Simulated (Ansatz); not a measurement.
# Al2O3 (R-3c):Br_O, thermodynamic levels from a 120-atom cell

Wanted: the transition levels of a substitutional impurity in Al2O3 (R-3c), from a cell of 120 host atoms with 1 O taken out and 1 Br put in.

Calculated with Ansatz 0.2.0; place-levels on PBEsol runs: charge-transition levels and formation energies with image-charge correction and potential alignment at the atomic sites.

The experiments to compare with:

“Multi-petahertz electron interference in Cr:Al2O3 solid-state material” (2018, pmc:5906618) quotes from earlier work for Al2O3, alpha (corundum) (high-purity reference sample): band gap (optical band gap of host from absorption) 8.7 eV [literature value quoted for a high-purity sample; optical absorption edge, temperature …].

## (1) Starting point

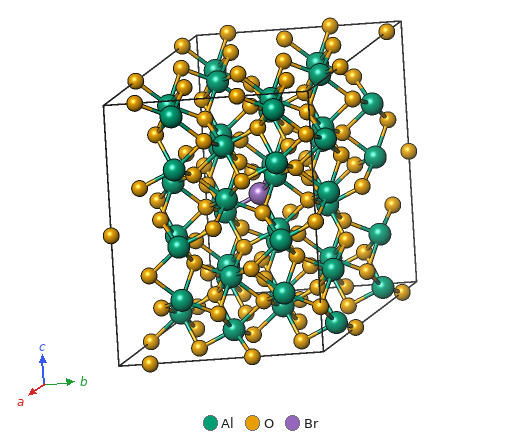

Start, viewed slightly off an axis; aluminium teal, oxygen orange, bromine purple. Bonds to atoms that aren't drawn are left out. Some periodic images of atoms are drawn too.

The cell holds 120 atoms: 48 Al, 71 O and 1 Br. Its edges and angles: a = 9.548 Å, b = 9.548 Å, c = 13.015 Å, α = 90.0°, β = 90.0°, γ = 120.0°. It derives from Al2O3 (space group R-3c). Nearest the centre at fractional (0.680, 0.514, 0.583): Br107 at 0.00 Å, Al65 at 1.86 Å, Al91 at 1.86 Å, Al99 at 1.97 Å, Al102 at 1.97 Å, O120 at 2.53 Å, O117 at 2.53 Å, O80 at 2.62 Å.

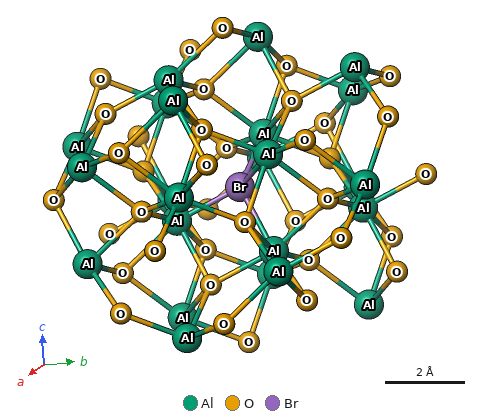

The atoms within 5 Å of the centre.

Known beforehand: the electronic dielectric constant, (3.30, 3.30, 3.26), and the static one, (9.72, 9.72, 11.81), computed on the host (DFPT, PBEsol).

The cell's shortest repeat is 9.5 Å.

## (2) What was run first

Levels follow from differences of total energies between charge states, each relaxed by itself.

Random displacements of about 0.03 Å break the site symmetry at the start, so that the relaxation can reach a distorted minimum if there is one. Forces are taken at one point at (¼, ¼, ¼). The cell holds 1 electron fewer than the neutral one, with a uniform background that keeps it neutral on the whole.

One state's input; the others differ in charge, spin, start and seed, and in occupations where the table says so.

The input, qp1.relax/input.yaml:

```yaml
crystal:
  lattice:
    - [4.77386743, 0.0, 0.0]
    - [-2.38693371, 4.13429047, 0.0]
    - [0.0, 0.0, 13.01480708]
  atoms:
    - { symbol: Al, position: [0.0, 0.0, 0.64792089] }
    - { symbol: Al, position: [0.33333333, 0.66666667, 0.31458755] }
    - { symbol: Al, position: [0.66666667, 0.33333333, 0.98125422] }
    - { symbol: Al, position: [0.0, 0.0, 0.85207911] }
    - { symbol: Al, position: [0.33333333, 0.66666667, 0.51874578] }
    - { symbol: Al, position: [0.66666667, 0.33333333, 0.18541245] }
    - { symbol: Al, position: [0.0, 0.0, 0.14792089] }
    - { symbol: Al, position: [0.33333333, 0.66666667, 0.81458755] }
    - { symbol: Al, position: [0.66666667, 0.33333333, 0.48125422] }
    - { symbol: Al, position: [0.0, 0.0, 0.35207911] }
    - { symbol: Al, position: [0.33333333, 0.66666667, 0.01874578] }
    - { symbol: Al, position: [0.66666667, 0.33333333, 0.68541245] }
    - { symbol: O, position: [0.02747357, 0.66666667, 0.41666667] }
    - { symbol: O, position: [0.3608069, 0.33333333, 0.08333333] }
    - { symbol: O, position: [0.69414023, 0.0, 0.75] }
    - { symbol: O, position: [0.02747357, 0.3608069, 0.91666667] }
    - { symbol: O, position: [0.3608069, 0.02747357, 0.58333333] }
    - { symbol: O, position: [0.69414023, 0.69414023, 0.25] }
    - { symbol: O, position: [0.30585977, 0.30585977, 0.75] }
    - { symbol: O, position: [0.6391931, 0.97252643, 0.41666667] }
    - { symbol: O, position: [0.97252643, 0.6391931, 0.08333333] }
    - { symbol: O, position: [0.0, 0.69414023, 0.75] }
    - { symbol: O, position: [0.33333333, 0.3608069, 0.41666667] }
    - { symbol: O, position: [0.66666667, 0.02747357, 0.08333333] }
    - { symbol: O, position: [0.0, 0.30585977, 0.25] }
    - { symbol: O, position: [0.33333333, 0.97252643, 0.91666667] }
    - { symbol: O, position: [0.66666667, 0.6391931, 0.58333333] }
    - { symbol: O, position: [0.30585977, 0.0, 0.25] }
    - { symbol: O, position: [0.6391931, 0.66666667, 0.91666667] }
    - { symbol: O, position: [0.97252643, 0.33333333, 0.58333333] }
  supercell: [2, 2, 1]
  defects: [{ substitution: { at: 106, symbol: Br } }]
total_charge: 1
basis:
  ecutwfc: 420
  xc_grid: 2
hamiltonian:
  xc: pbesol
kpoints:
  mp_grid: { grid: [1, 1, 1], shift: [0.25, 0.25, 0.25] }
scf:
  occupations: { method: fixed }
  max_iter: 100
output:
  forces: true
  charged_corrections: { epsilon: [3.3, 3.3, 3.26], static_epsilon: [9.72, 9.72, 11.81] }
relax:
  f_tol: 0.02
  max_steps: 80
  random_displacement: { amplitude: 0.03, seed: 348 }
checkpoint:
  write: "../qp1.relax.run"
  compress: false
  write_wavefunctions: true
  write_every: 100000
```

Launch:

```sh
$ ansatz run input.yaml --threads 4 --pin off --max-ram 6594MiB --backend cpu --events-out ev --progress --plain --runs-dir out
```

The run of this state that the levels use, under PBEsol:

The input, qp1.point/input.yaml:

```yaml
crystal:
  checkpoint: "../qp1.relax.run"
  host: checkpoint
total_charge: 1
basis:
  ecutwfc: 420
  xc_grid: 2
hamiltonian:
  xc: pbesol
kpoints:
  mp_grid: { grid: [1, 1, 1], shift: [0.25, 0.25, 0.25] }
scf:
  occupations: { method: fixed }
  max_iter: 100
output:
  forces: true
  eigenvalues: true
  charged_corrections:
    epsilon: [3.3, 3.3, 3.26]
    static_epsilon: [9.72, 9.72, 11.81]
    defect_position: [0.680261, 0.513594, 0.583333]
  eigenstates: { localisation: true }
  populations: true
  band_densities: [{ bands: [v1, v1] }, { bands: [c1, c1] }]
  write_density: true
  write_potential: true
  volumetric_format: npy
checkpoint:
  read: "../qp1.relax.run"
  write: "../qp1.point.run"
  compress: false
  write_wavefunctions: false
  write_every: 100000
```

Relaxations under PBEsol at one point at (¼, ¼, ¼); times on 4 threads of Arm Neoverse V1, shared host:

| charge | moment (μB) | occupations | outcome | steps | largest displacement against the far atoms (Å) | time |
| --- | --- | --- | --- | --- | --- | --- |
| 0 | 1 | fixed | converged | 6 | 0.43 | 5.6 min |
| +1 | 0 | fixed | converged | 7 | 0.43 | 2.9 min |

Single points under PBEsol at one point at (¼, ¼, ¼); times on 4 threads of Arm Neoverse V1, shared host:

| charge | moment (μB) | occupations | outcome | time |
| --- | --- | --- | --- | --- |
| 0 | 1 | fixed | converged | 74 s |
| +1 | 0 | fixed | converged | 32 s |

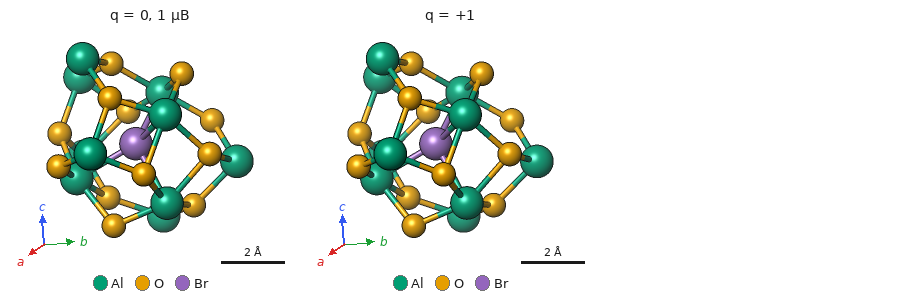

The structures near the centre after relaxation with PBEsol, by charge.

Distances (Å) from Br107 to the nearest atoms after relaxation with PBEsol:

| charge | moment (μB) | 1. | 2. | 3. | 4. | 5. | 6. |
| --- | --- | --- | --- | --- | --- | --- | --- |
| 0 | 1 | Al 2.21 | Al 2.21 | Al 2.32 | Al 2.32 | O 2.70 | O 2.70 |
| +1 | 0 | Al 2.20 | Al 2.20 | Al 2.31 | Al 2.32 | O 2.70 | O 2.70 |

## (3) Placing the levels, PBEsol

A charged cell interacts with its images and the background, and its potential has another zero than the host's. place-levels removes the first by a point-charge model, screened by the static dielectric constant since the ions have relaxed around the charge, and the second by comparing potentials at atoms far from the defect.

The host is a run of the defect-free crystal in the same cutoffs, grids and k-points, so that basis and sampling errors cancel in part in the differences. The host is run in a cell of 30 atoms on a matching mesh. Its band edges are searched through the zone by a band path, so the gap is smaller than, or equal to, that on the mesh. Chemical potentials are energies per atom of O (O2 molecule) and Br (solid Br2 (Cmce)), run with the same functional and cutoff.

The input, levels.point.yaml:

```yaml
host:
  run: host.point.run
states: [q0_M1.point.run, qp1.point.run]
geometry_from:
  q0_M1.point.run: q0_M1.relax.run
  qp1.point.run: qp1.relax.run
  host.point.run: host.relax.run
chemical_potentials:
  O:
    energy: -558.282649
    dataset: "<sha256 of the dataset>"
  Br:
    energy: -2736.47272
    dataset: "<sha256 of the dataset>"
```

Launch:

```sh
$ ansatz place-levels levels.point.yaml -- --threads 4 --pin off --max-ram 6594MiB
```

Numbers of over 12 decimals in the logs are rounded to 6 here.

The program printed:

```text
(+1/0) 6.047 eV above the valence edge (+6.870 eV without the band-filling correction), in the conduction band
formation energy of charge +1: +5.568 eV with the Fermi level at the valence edge
formation energy of charge 0: +11.614 eV with the Fermi level at the valence edge
  edges by pbesol, gap 6.030 eV; the host is sampled to repeats of 16.14 Å
  the defect's cells are sampled to repeats of 16.14 Å, like sampling
  charge +1: -67926.4799 eV with its correction of +0.354 eV, at epsilon [9.72, 9.72, 11.81], aligned at sites: +0.1626 eV, mean over 69 atomic sites at or beyond 4.77 Å from the host's site at [0.6804, 0.5137, 0.5833] by the defect at [0.6803, 0.5136, [...]
  charge 0: +0.000 eV for its dipole among its images, +0.000 omitted
  of states[1] (qp1.point.run): how wide its charge is, is not read beside other atoms or cores, and a band state would take no correction. [...]
  of states[0] (q0_M1.point.run): a band-filling correction moves a carrier to the host's band edge, which changes its energy by -0.823 eV; stability_check_not_made
```

It took 0.22 s on 4 threads of Arm Neoverse V1, shared host.

Levels between the charges placed, in eV above the valence top:

|  | gap (eV) | (+1/0) |
| --- | --- | --- |
| PBEsol | 6.03 | 6.05 |

Corrections by state:

| charge | moment (μB) | image terms and alignment (eV) | band filling (eV) | ε used | over the lowest of its charge, as the program ranks them, band filling apart (eV) |
| --- | --- | --- | --- | --- | --- |
| +1 | 0.0 | 0.354 | - | principal values (9.72, 9.72, 11.81) | 0.000 |
| 0 | 1.0 | 0.000 | -0.823 | - | 0.000 |

From the program's caveats on the states, each cut to its opening words:

- charge +1: how wide its charge is, is not read beside other atoms or cores, and a band state would take no correction
- charge 0 (1 μB): a band-filling correction moves a carrier to the host's band edge, which changes its energy by -0.823 eV
- charge 0 (1 μB): flagged: stability check not made

The host's formation energy from the elements is -3.095 eV per atom; it sets how far the chemical potentials can move.

Limit set by the element alone; other compounds of these elements are not counted. Chemical potentials from the elements' reference states: Al 0.00 eV, O -5.16 eV, Br 0.00 eV. Formation energies (Al-rich), with the Fermi level at the valence top and at the conduction bottom (gap 6.03 eV):

| charge | at valence top (eV) | at conduction bottom (eV) | correction included (eV) |
| --- | --- | --- | --- |
| +1 | 0.41 | 6.44 | 0.35 |
| 0 | 6.46 | 6.46 | -0.82 |

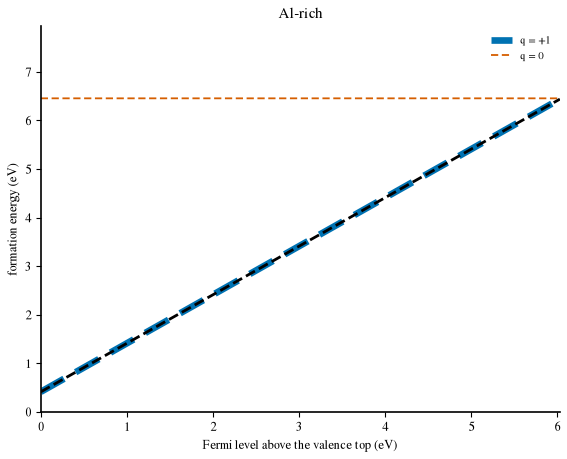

Formation energy against Fermi level; the thick line follows the lowest charge state.

Limit set by the element alone; other compounds of these elements are not counted. Chemical potentials from the elements' reference states: O 0.00 eV, Al -7.74 eV, Br 0.00 eV. Formation energy by charge state (O-rich; gap 6.03 eV):

| charge | at valence top (eV) | at conduction bottom (eV) | correction included (eV) |
| --- | --- | --- | --- |
| +1 | 5.57 | 11.60 | 0.35 |
| 0 | 11.61 | 11.61 | -0.82 |

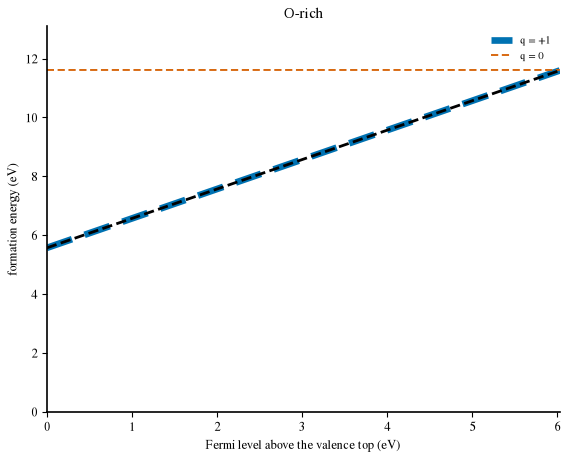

Formation energy against Fermi level; the thick line follows the lowest charge state.

## (4) Results

```yaml
gap_of_the_host: 6.03 eV (PBEsol)
level_plus_1_over_0: 6.05 eV above the valence top, past the conduction bottom (6.87 eV above the valence top without the band-filling term)
lowest_of_the_charges_placed_just_above_the_valence_top_0p02_ev: +1
lowest_of_the_charges_placed_just_below_the_conduction_bottom_0p02_ev: +1
lowest_formation_energy_at_mid_gap_of_the_charges_run_al_rich: 3.42 eV
lowest_formation_energy_at_mid_gap_of_the_charges_run_o_rich: 8.58 eV
```

In words: Of the charges placed (0 and +1), +1 is the lowest from 0.02 eV above the valence top to 0.02 eV below the conduction bottom, a gap of 6.03 eV. Charges above +1 and below 0 were not placed, so these runs say nothing of levels that involve them. States placed: +1 at 0 μB; 0 at 1 μB. Other spin states or structures, where not listed, weren't placed. The program finds carriers beyond a band edge of the host and adds a band-filling term at charge 0 (-0.82 eV); steps to such a charge show no bound level, and a defect level inside a band would be read the same way. Br is taken at its element; compounds, which aren't counted here, bound the chemical potentials and would shift these formation energies. Limits: one k-point off the zone centre stands for the whole zone; PBEsol makes the gap too small and tends to spread out bound carriers; where a gas molecule sets a chemical potential or the host's formation energy, its binding is uncorrected.

Calculation against experiment:

| quantity | measured | PBEsol |
| --- | --- | --- |
| band gap (least gap of the host; the measured gap is an optical one, which needn't be the least gap) (eV) | 8.7 | 6.03 (-2.67 eV) |

Measured values from pmc:5906618 (2018).

**Verdict.** The band gap is off by -2.67 eV: a clear miss. Local and semilocal functionals usually give gaps below the measured ones. An optical gap can lie under the band gap by the exciton's binding. Zero-point and thermal motion shift the measured gap.

[Logs are printed without paths, hosts, clocks, repeated set-up lines and the standing remarks that a program may print on its own settings, such as how far it seeks lower states.]

[Hosts, paths, dates, database ids (printed as entryN), source tags and the programs' standing remarks are cut or masked in the printed files.]

[Where a table of states has a column of steps, it counts the stored structures, which are thinned; the runs took as many ionic steps or more.]

[A defect's name tells the site on which it was built; relaxed atoms can leave that site.]

[For some hosts the program warned that the k-mesh of the response run may be too coarse for force constants and the static dielectric constant; such warnings are not shown here.]
